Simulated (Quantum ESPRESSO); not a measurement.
## Run report: BaS, relaxation of cell and atoms

- system: BaS (Fm-3m, 2 atoms in the cell)
- method: Kohn-Sham DFT of a periodic cell, revPBE with D2, PseudoDojo 0.4.1 SR PBE standard, no spin polarisation (Quantum ESPRESSO 7.5)

The structure derives from an entry of the Crystallography Open Database.

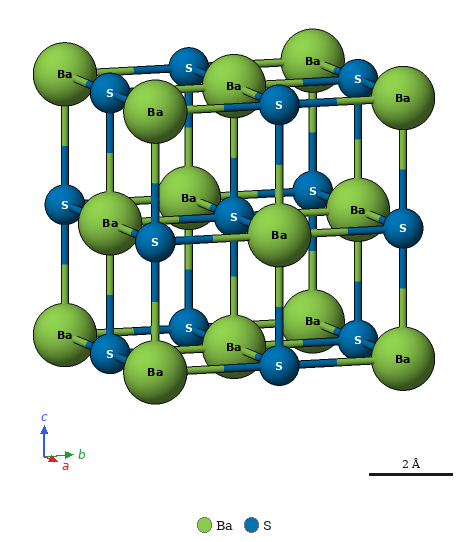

The structure (ball-and-stick view of the cell 4 times as large as that of the calculation, set on its symmetry axes, seen slightly off an axis). An atom can appear more than once, as a periodic image.

The input:
```python
import numpy as np
from ase.calculators.espresso import Espresso, EspressoProfile
from ase.io import read

atoms = read('POSCAR')

input_data = {
    'control': {'calculation': 'scf', 'prefix': 'pwscf', 'outdir': './tmp', 'tprnfor': True, 'tstress': True, 'disk_io': 'low'},
    'system': {'ecutwfc': 52.0, 'nbnd': 14, 'input_dft': 'revpbe', 'occupations': 'smearing', 'smearing': 'fd', 'degauss': 0.00367493, 'vdw_corr': 'grimme-d2', 'london_s6': 1.25},
    'electrons': {'conv_thr': 4e-10, 'electron_maxstep': 120, 'mixing_beta': 0.5},
}
pseudopotentials = {'Ba': 'Ba.upf', 'S': 'S.upf'}
profile = EspressoProfile(command='pw.x', pseudo_dir='pseudo')
dft = Espresso(profile=profile, input_data=input_data, pseudopotentials=pseudopotentials, kpts=(7, 7, 7), koffset=(0, 0, 0))
atoms.calc = dft

from ase.optimize import FIRE
from ase.filters import FrechetCellFilter
done = FIRE(FrechetCellFilter(atoms), trajectory='opt.traj').run(fmax=0.02, steps=30)
print('converged', done)
print('cell (A)', np.round(atoms.cell.cellpar(), 5))
print(f'energy {atoms.get_potential_energy():.8f} eV')
print('forces (eV/A)')
print(np.round(atoms.get_forces(), 6))
print('stress (eV/A^3, Voigt)')
print(np.round(atoms.get_stress(), 8))
print(f'Fermi level {dft.get_fermi_level():.4f} eV')
```

File POSCAR:
```
BaS
1.0
    0.0000000000      3.1937500000      3.1937500000
    3.1937500000      0.0000000000      3.1937500000
    3.1937500000      3.1937500000      0.0000000000
Ba S
1 1
Direct
    0.0000000000      0.0000000000      0.0000000000
    0.5000000000      0.5000000000      0.5000000000
```

Command:
```bash
OMP_NUM_THREADS=1 python run.py
```

Log:
```
Step          Energy          fmax
FIRE:    0    -1072.725298        1.595562
FIRE:    1    -1072.800006        1.527340
FIRE:    2    -1072.936128        1.375628
FIRE:    3    -1073.103201        1.084670
FIRE:    4    -1073.242029        0.531716
FIRE:    5    -1073.256012        0.460484
FIRE:    6    -1073.257565        0.436758
FIRE:    7    -1073.260359        0.391242
FIRE:    8    -1073.263841        0.327312
FIRE:    9    -1073.267351        0.249508
FIRE:   10    -1073.270248        0.162855
FIRE:   11    -1073.272053        0.072336
FIRE:   12    -1073.272501        0.017489
converged True
cell (A) [ 4.12066  4.12066  4.12066 60.      60.      60.     ]
energy -1073.27250136 eV
forces (eV/A)
[[0. 0. 0.]
 [0. 0. 0.]]
stress (eV/A^3, Voigt)
[0.00070698 0.00070698 0.00070698 0.         0.         0.        ]
Fermi level 9.9508 eV
```

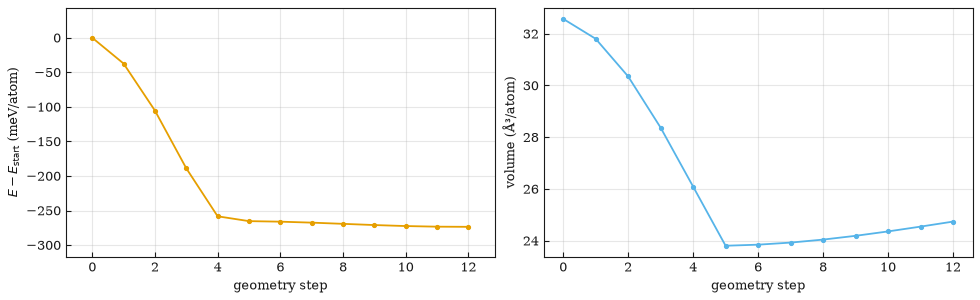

Progress of the relaxation, step by step (steps are counted from 0).

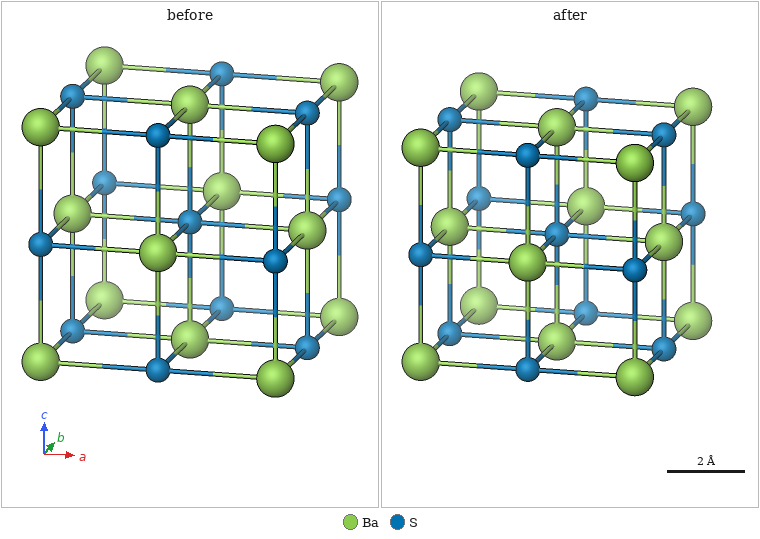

Before (left) and after (right) the relaxation, at one scale (ball-and-stick view of the cell 4 times as large as that of the calculation, set on its symmetry axes, seen slightly off an axis). After 12 geometry steps the energy has fallen by 274 meV per atom. All forces vanish by symmetry, so only the cell relaxes. No atom moves by more than 0.005 Å relative to the cell. The volume changes by −24.1 %, with a = b = c 6.388 → 5.827 Å (−8.8 %). Among the contacts that change: Ba1–S2 3.194 → 2.914 Å. The space group stays Fm-3m (No. 225). (Atoms are counted from 1 in the order of the input.)

Results in brief:

```csv
quantity,value
outcome,converged
space group (tolerance 0.01 Å),Fm-3m (225)
electrons treated,16
free energy,−1073.2726 eV
Fermi energy,9.951 eV
gap on the k-point mesh,1.52 eV
pressure,−0.11 GPa
final volume,49.48 Å³
largest force (length of the vector) at the end,under 0.001 eV/Å
final cell,"a = 4.121 Å, b = 4.121 Å, c = 4.121 Å, α = 60.00°, β = 60.00°, γ = 60.00°"
hardware,"1 thread of Arm Neoverse V1, 24 GiB of memory available, shared host"
wall time,2.4 min
peak memory,0.08 GiB
```

Further notes kept with the run: potentials made for another functional. Points of doubt noted for this run: potentials made for another functional.
